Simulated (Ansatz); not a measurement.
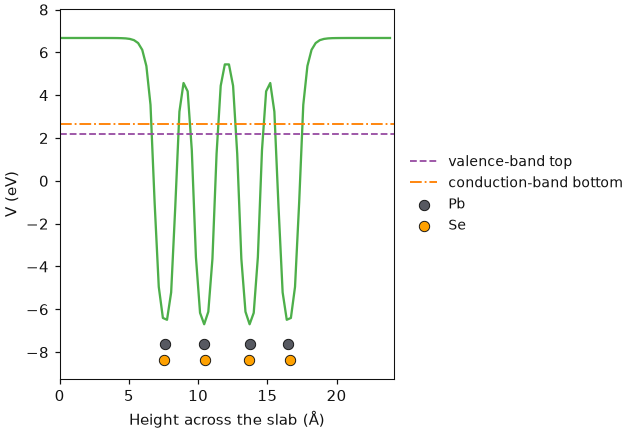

Plane-averaged electrostatic potential energy of an electron across the slab; circles at the bottom mark the heights of the atoms.

System: a (100) slab cut from PbSe (Fm-3m), ended by PbSe planes, 8 atoms in the cell.

```xyz
8
Lattice="4.3156 0.0000 0.0000 0.0000 4.3156 0.0000 0.0000 0.0000 24.1547" Properties=species:S:1:pos:R:3 pbc="T T T"
Pb    0.0000    0.0000    7.6299
Se    2.1578    2.1578    7.5502
Pb    2.1578    2.1578   10.4304
Se    0.0000    0.0000   10.4816
Pb    0.0000    0.0000   13.7243
Se    2.1578    2.1578   13.6731
Pb    2.1578    2.1578   16.5249
Se    0.0000    0.0000   16.6045
```

Level of theory: DFT PBEsol, spin-orbit coupling, plane waves, PAW, 8×8×1 k mesh, 420 eV cutoff, Gaussian smearing of 0.05 eV; code Ansatz.

Question: What are the ionisation potential and the electron affinity of the slab?

Answer: From the vacuum level at the right face the ionisation potential is 4.50 eV and the electron affinity 4.02 eV; the left face gives the same. The slab's gap, their difference before rounding, is 0.48 eV. The two vacuum levels agree, so the slab has no net dipole along its normal.

Question: How thick are slab and vacuum?

Answer: The outermost atoms are 9.1 Å apart, which leaves 15.1 Å of vacuum in a cell 24.2 Å high.
